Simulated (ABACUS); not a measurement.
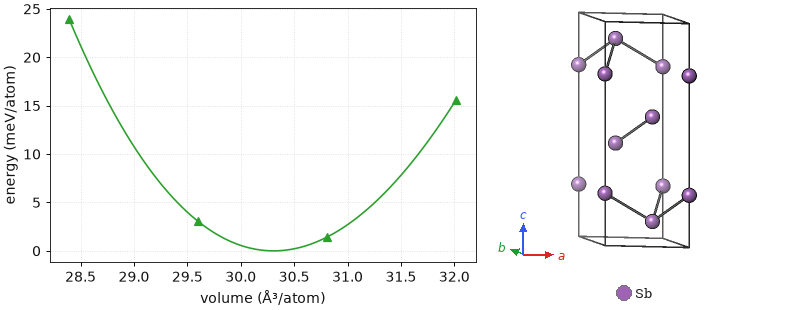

The figure shows the energy against volume for Sb, space group R-3m (No. 166). The conventional cell is drawn beside the plot.

Starting cell:
```
CELL_PARAMETERS angstrom
2.15420 1.24373 3.75800
-2.15420 1.24373 3.75800
0.00000 -2.48746 3.75800
ATOMIC_POSITIONS crystal
Sb 0.76651 0.76651 0.76651
Sb 0.23349 0.23349 0.23349
```

Calculation (ABACUS 3.10.1): DFT in plane waves or numerical atomic orbitals with pseudopotentials, no spin polarisation; energies at scaled volumes of the given cell, shape and fractions fixed, counted from the fit's minimum, third-order Birch-Murnaghan fit. Level: PBEsol.

k mesh 6×6×6; occupations Fermi–Dirac; smearing width 0.05 eV; potentials PseudoDojo NC SR 0.4 PBEsol stringent; wave cutoff 1361 eV; density cutoff 5442 eV; program settings basis pw.

From this curve and the settings, what does the calculation give for the pressure at the same points?

The pressure falls from 4.19 GPa at volume 28.39 Å³/atom to −2.83 GPa at 32.02 Å³/atom, and changes sign near 30.3 Å³/atom.

```tsv
volume (Å³/atom)	pressure (GPa)
28.39	4.19
29.60	1.35
30.81	-0.95
32.02	-2.83
```

Limits of the calculation: shape and atomic fractions are frozen while scaling, which makes layered, chain and framework solids too stiff.
